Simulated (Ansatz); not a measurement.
# Run report: In4As5, geometry relaxation (part 2 of 2)

Continued. System: In4As5 (slab, 9 atoms in the cell). Method: DFT PBE, scalar-relativistic, plane waves, PAW, no spin polarisation (Ansatz 0.2.0); cutoff 420 eV, 8×8×1 k-mesh, Gaussian smearing of 0.1 eV. The structure derives from an entry of the Crystallography Open Database. It belongs to a series of runs on one base structure; here: (1 0 0) slab, atoms relaxed.

Output, continued
```
--- Per-component energies (eV) ---
  E_band       = -2384.233024
  E_kinetic    = 1477.947038
  E_local      = -98398.580955  (includes V_loc(G=0)·N_el)
  E_nonlocal   = -1886.019914
  E_hartree    = 48629.222755
  E_xc         = -1250.691039
  E_vxc        = -784.272299  (∫ρ·V_xc dr)
  E_paw        = -25794.492414  (= ΣΔE_a)
  E_vpaw       = -51.719420  (= ΣTr[D̂ρ^β])
  E_aug_tail   = 0.000146  (compensation charges beyond the density's cutoff)
  E_efield     = 0.000000  (sawtooth field / dipole correction)
  E_vefield    = 0.000000  (∫n·V_field dr)
  E_ewald      = 30551.913179
  E_smearing   = -0.033907  (= −TS)
  E_closure    = -0.000000  (closes the sum)
  Σ components = -46670.735110   (vs F -46670.735110, Δ=0.00e0)
--- Forces (eV/Å), atoms counted from 1 ---
  atom   1  As     0.00000000     0.00000000     0.00958458
  atom   2  In     0.00000000     0.00000000    -0.01392919
  atom   3  As     0.00000000     0.00000000     0.00226391
  atom   4  In     0.00000000     0.00000000     0.00950766
  atom   5  As     0.00000000     0.00000000    -0.00000197
  atom   6  In     0.00000000     0.00000000    -0.00950173
  atom   7  As     0.00000000     0.00000000    -0.00226749
  atom   8  In     0.00000000     0.00000000     0.01393787
  atom   9  As     0.00000000     0.00000000    -0.00959274
  max |Σ_I F_I| component: 9.10e-7 eV/Å
--- Band table (eV; the first three rows and the last of 25) ---
  k-point 0: bands = ["-34.3398", "-34.3398", "-34.3204", "-34.3204", "-34.3163", "-34.3162", "-34.3100", "-34.3044", "-34.3044", "-34.2854", "-34.2854", "-34.2687", "-34.2687", "-34.2651", "-34.2651", "-34.2562", "-34.2562", "-34.2441", "-34.2441", "-34.2406", "-34.2406", "-34.1744", "-34.1743", "-34.1689", "-34.1688", "-13.6850", "-13.6172", "-13.5561", "-13.5561", "-13.5252", "-13.5252", "-13.4919", "-13.4783", "-13.4614", "-13.4530", "-13.2885", "-13.2871", "-13.2138", "-13.2138", "-13.1811", "-13.1811", "-13.1423", "-13.1421", "-13.0995", "-13.0995", "-10.6107", "-10.1566", "-9.6232", "-8.9917", "-8.8301", "-4.3548", "-3.2850", "-2.0456", "-1.2235", "-1.2235", "-0.7777", "-0.7036", "-0.7036", "-0.0784", "-0.0784", "0.5182", "0.5182", "0.8059", "1.3251", "1.3251", "1.8058", "2.5761", "2.7409", "2.8629", "3.1957", "3.2270", "3.7071", "4.2502", "5.1884", "5.1885", "5.7752", "5.9446"]
  k-point 1: bands = ["-34.3397", "-34.3397", "-34.3204", "-34.3204", "-34.3163", "-34.3162", "-34.3100", "-34.3044", "-34.3044", "-34.2854", "-34.2854", "-34.2688", "-34.2687", "-34.2651", "-34.2651", "-34.2562", "-34.2562", "-34.2440", "-34.2440", "-34.2406", "-34.2406", "-34.1744", "-34.1744", "-34.1689", "-34.1688", "-13.6811", "-13.6151", "-13.5652", "-13.5548", "-13.5302", "-13.5264", "-13.4889", "-13.4769", "-13.4624", "-13.4549", "-13.2845", "-13.2829", "-13.2191", "-13.2134", "-13.1900", "-13.1808", "-13.1413", "-13.1373", "-13.1012", "-13.1010", "-10.5196", "-10.0785", "-9.5679", "-8.9625", "-8.8147", "-4.3742", "-3.4278", "-2.3713", "-1.5581", "-1.3735", "-1.1417", "-0.9049", "-0.6391", "-0.1747", "-0.0442", "0.4331", "0.4995", "0.6471", "1.0415", "1.3412", "2.1609", "2.7802", "2.8143", "3.1377", "3.4973", "3.7941", "4.1598", "4.6452", "5.1050", "5.2172", "5.7354", "5.9999"]
  k-point 2: bands = ["-34.3397", "-34.3396", "-34.3205", "-34.3204", "-34.3162", "-34.3161", "-34.3100", "-34.3045", "-34.3044", "-34.2854", "-34.2854", "-34.2688", "-34.2687", "-34.2651", "-34.2650", "-34.2562", "-34.2562", "-34.2440", "-34.2439", "-34.2406", "-34.2406", "-34.1744", "-34.1744", "-34.1689", "-34.1687", "-13.6726", "-13.6143", "-13.5846", "-13.5512", "-13.5391", "-13.5297", "-13.4818", "-13.4731", "-13.4649", "-13.4593", "-13.2793", "-13.2735", "-13.2276", "-13.2125", "-13.2086", "-13.1803", "-13.1389", "-13.1269", "-13.1054", "-13.1047", "-10.2632", "-9.8667", "-9.4362", "-8.9393", "-8.7588", "-4.4580", "-3.8495", "-3.1055", "-2.4563", "-1.8903", "-1.1449", "-0.9103", "-0.4658", "-0.3503", "0.0296", "0.1151", "0.4201", "0.5145", "0.6155", "1.3806", "2.3343", "2.6150", "2.9931", "3.0890", "4.6929", "4.8117", "5.0269", "5.3013", "5.5237", "5.6318", "5.8010", "5.9946"]
  k-point 24: bands = ["-34.3393", "-34.3393", "-34.3205", "-34.3205", "-34.3160", "-34.3158", "-34.3101", "-34.3045", "-34.3045", "-34.2855", "-34.2854", "-34.2689", "-34.2689", "-34.2648", "-34.2648", "-34.2563", "-34.2563", "-34.2436", "-34.2436", "-34.2407", "-34.2407", "-34.1745", "-34.1745", "-34.1686", "-34.1686", "-13.7042", "-13.6497", "-13.6307", "-13.5212", "-13.5074", "-13.5074", "-13.4867", "-13.4867", "-13.4601", "-13.4601", "-13.2651", "-13.2629", "-13.2609", "-13.2606", "-13.1641", "-13.1641", "-13.1249", "-13.1249", "-13.1063", "-13.1063", "-9.0576", "-8.9740", "-8.9548", "-8.5040", "-8.5036", "-4.8090", "-4.8090", "-4.4711", "-4.4711", "-1.7699", "-1.7699", "-1.6988", "-1.6838", "-1.4353", "-1.3183", "-1.3183", "-0.1875", "-0.1228", "0.0381", "0.0381", "2.9287", "3.1385", "3.3326", "3.3326", "4.1776", "4.3671", "4.3671", "4.5947", "5.4646", "6.7147", "7.2338", "7.2338"]
--- Relaxed structure (4 steps of the walk, 4 accepted, 0 SCFs on fresh bases) ---
  F+E_penalty+E_count = -46670.73510955 eV   max|allowed force component| = 1.394e-2 eV/Å
  atoms:
    - { symbol: As, position: [0.0, 0.5, 0.27383905500109434] }
    - { symbol: In, position: [0.5, 0.5, 0.329180604727359] }
    - { symbol: As, position: [0.5, 0.0, 0.38745687464675743] }
    - { symbol: In, position: [0.0, 0.0, 0.44306447746280764] }
    - { symbol: As, position: [0.0, 0.5, 0.49999999023979513] }
    - { symbol: In, position: [0.5, 0.5, 0.5569354639574225] }
    - { symbol: As, position: [0.5, 0.0, 0.6125431183759631] }
    - { symbol: In, position: [0.0, 0.0, 0.6708193714360992] }
    - { symbol: As, position: [0.0, 0.5, 0.7261610441527017] }
```

Trajectory as extended XYZ (Å, eV, eV/Å), 4 frames, from step=1 to step=4
```
9
Lattice="4.3747 0.0000 0.0000 0.0000 4.3747 0.0000 0.0000 0.0000 27.3735" Properties=species:S:1:pos:R:3:forces:R:3 step=1 energy=-46670.72106
As    0.0000    2.1873    7.5000    0.0000   0.0000   0.0959
In    2.1873    2.1873    9.0467    0.0000   0.0000  -0.2723
As    2.1873    0.0000   10.5934    0.0000   0.0000   0.2414
In    0.0000    0.0000   12.1401    0.0000   0.0000  -0.1086
As    0.0000    2.1873   13.6868    0.0000   0.0000   0.0000
In    2.1873    2.1873   15.2334    0.0000   0.0000   0.1085
As    2.1873    0.0000   16.7801    0.0000   0.0000  -0.2414
In    0.0000    0.0000   18.3268    0.0000   0.0000   0.2723
As    0.0000    2.1873   19.8735    0.0000   0.0000  -0.0959
9
Lattice="4.3747 0.0000 0.0000 0.0000 4.3747 0.0000 0.0000 0.0000 27.3735" Properties=species:S:1:pos:R:3:forces:R:3 step=2 energy=-46670.72976
As    0.0000    2.1873    7.4691    0.0000   0.0000   0.0199
In    2.1873    2.1873    8.9810    0.0000   0.0000   0.1112
As    2.1873    0.0000   10.6132    0.0000   0.0000  -0.1688
In    0.0000    0.0000   12.1226    0.0000   0.0000   0.0657
As    0.0000    2.1873   13.6868    0.0000   0.0000   0.0000
In    2.1873    2.1873   15.2509    0.0000   0.0000  -0.0656
As    2.1873    0.0000   16.7604    0.0000   0.0000   0.1688
In    0.0000    0.0000   18.3925    0.0000   0.0000  -0.1111
As    0.0000    2.1873   19.9045    0.0000   0.0000  -0.0199
9
Lattice="4.3747 0.0000 0.0000 0.0000 4.3747 0.0000 0.0000 0.0000 27.3735" Properties=species:S:1:pos:R:3:forces:R:3 step=3 energy=-46670.73511
As    0.0000    2.1873    7.4959    0.0000   0.0000   0.0095
In    2.1873    2.1873    9.0108    0.0000   0.0000  -0.0138
As    2.1873    0.0000   10.6061    0.0000   0.0000   0.0022
In    0.0000    0.0000   12.1282    0.0000   0.0000   0.0096
As    0.0000    2.1873   13.6868    0.0000   0.0000   0.0000
In    2.1873    2.1873   15.2453    0.0000   0.0000  -0.0096
As    2.1873    0.0000   16.7675    0.0000   0.0000  -0.0022
In    0.0000    0.0000   18.3627    0.0000   0.0000   0.0138
As    0.0000    2.1873   19.8776    0.0000   0.0000  -0.0095
9
Lattice="4.3747 0.0000 0.0000 0.0000 4.3747 0.0000 0.0000 0.0000 27.3735" Properties=species:S:1:pos:R:3:forces:R:3 step=4 energy=-46670.73511
As    0.0000    2.1873    7.4959    0.0000   0.0000   0.0096
In    2.1873    2.1873    9.0108    0.0000   0.0000  -0.0139
As    2.1873    0.0000   10.6061    0.0000   0.0000   0.0023
In    0.0000    0.0000   12.1282    0.0000   0.0000   0.0095
As    0.0000    2.1873   13.6868    0.0000   0.0000   0.0000
In    2.1873    2.1873   15.2453    0.0000   0.0000  -0.0095
As    2.1873    0.0000   16.7675    0.0000   0.0000  -0.0023
In    0.0000    0.0000   18.3627    0.0000   0.0000   0.0139
As    0.0000    2.1873   19.8776    0.0000   0.0000  -0.0096
```

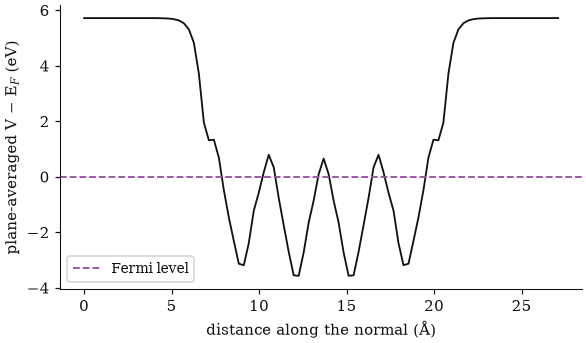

**Figure 1.** Plane average of the electrostatic potential energy of an electron across the cell, from the Fermi level. The vacuum level lies 5.71 eV above the Fermi level.

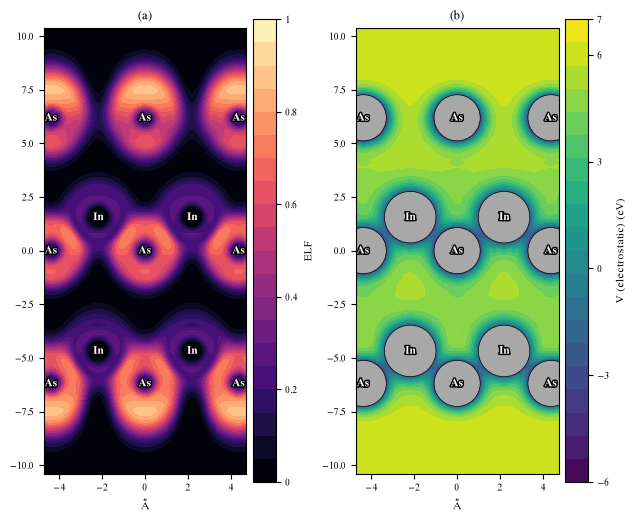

**Figure 2.** (a) ELF; (b) electrostatic potential energy of an electron on the (010) plane of the calculation cell, a cut from vacuum to vacuum. Grey discs, where drawn, cover atomic cores. The section cuts through As and In sites. In–As (2.66 Å): the ELF is about 0.55 at the midpoint. Core electrons are frozen (PAW), so the fields are smoothed inside the atomic spheres.

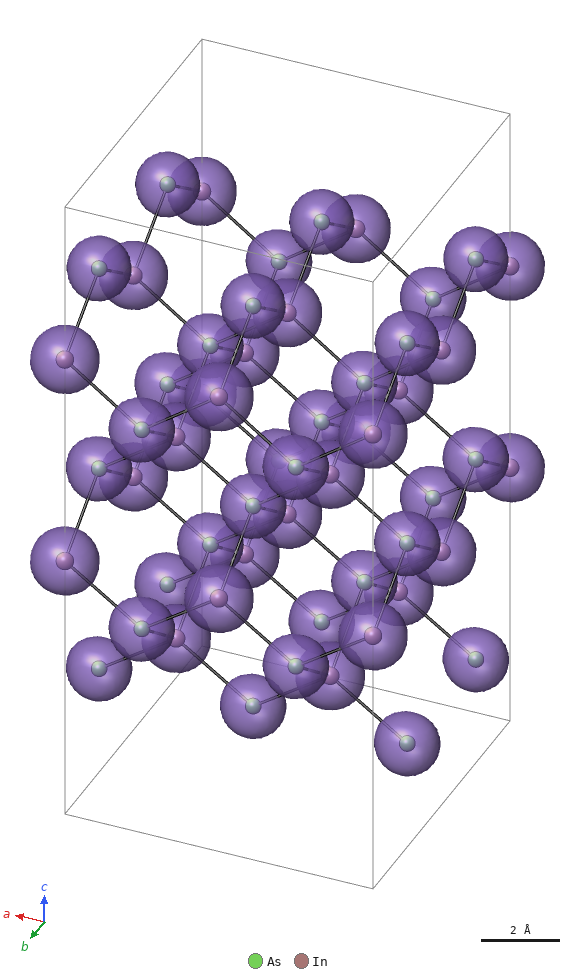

**Figure 3.** Isosurface of the valence charge density (pseudo) at 0.8 e/Å³ (purple), seen at an oblique angle. Sticks mark near contacts. At this value the density breaks into separate islands; it holds about 70 % of the electrons treated as valence (semicore included). It is pinched off along the In–As (2.66 Å) and In–As (2.71 Å) contacts. On the grid the lowest density along these lines, outside the cores, is 0.39 e/Å³ (In–As, 2.66 Å) and 0.35 e/Å³ (In–As, 2.71 Å).

This output came from the following input.

The input
```yaml
crystal:
  lattice:
    - [4.3746994652, 0.0, 0.0]
    - [0.0, 4.3746994652, 0.0]
    - [0.0, 0.0, 27.3735186299]
  atoms:
    - { symbol: As, position: [0.0, 0.5, 0.2739874293] }
    - { symbol: In, position: [0.5, 0.5, 0.330490572] }
    - { symbol: As, position: [0.5, 0.0, 0.3869937146] }
    - { symbol: In, position: [0.0, 0.0, 0.4434968573] }
    - { symbol: As, position: [0.0, 0.5, 0.5] }
    - { symbol: In, position: [0.5, 0.5, 0.5565031427] }
    - { symbol: As, position: [0.5, 0.0, 0.6130062854] }
    - { symbol: In, position: [0.0, 0.0, 0.669509428] }
    - { symbol: As, position: [0.0, 0.5, 0.7260125707] }
basis:
  ecutwfc: 420
kpoints:
  mp_grid: { grid: [8, 8, 1] }
hamiltonian:
  xc: pbe
scf:
  occupations: { method: gaussian, width: 0.1 }
output:
  forces: true
  eigenvalues: true
  write_density: true
  write_potential: true
  elf: true
  volumetric_format: npy
relax:
  adjacent_minimum: "off"
  f_tol: 0.02
  max_steps: 60
efield:
  axis: 3
  dipole_correction: true
  ramp_width: 0.04
```

Launch command:
```bash
ansatz run input.yaml --threads 1 --pin off --max-ram 2560MiB --backend cpu --events-out ev --progress --plain --runs-dir out
```

Key numbers

```csv
quantity,value
outcome,converged
electrons treated,127
free energy,−46670.7351 eV
"work function, top face",5.71 eV
"work function, bottom face",5.71 eV
Fermi energy,0.518 eV
gap on the k-point mesh,none (metallic)
final volume,523.87 Å³
work function (upper face),5.71 eV
largest force (length of the vector) at the end,0.014 eV/Å
hardware,"1 thread of Arm Neoverse V1, 24 GiB of memory available, shared host"
wall time,7.4 min
peak memory,1 GiB
```

Remarks

Warnings of the run: the exchange-correlation potential is rough where the density is thin.
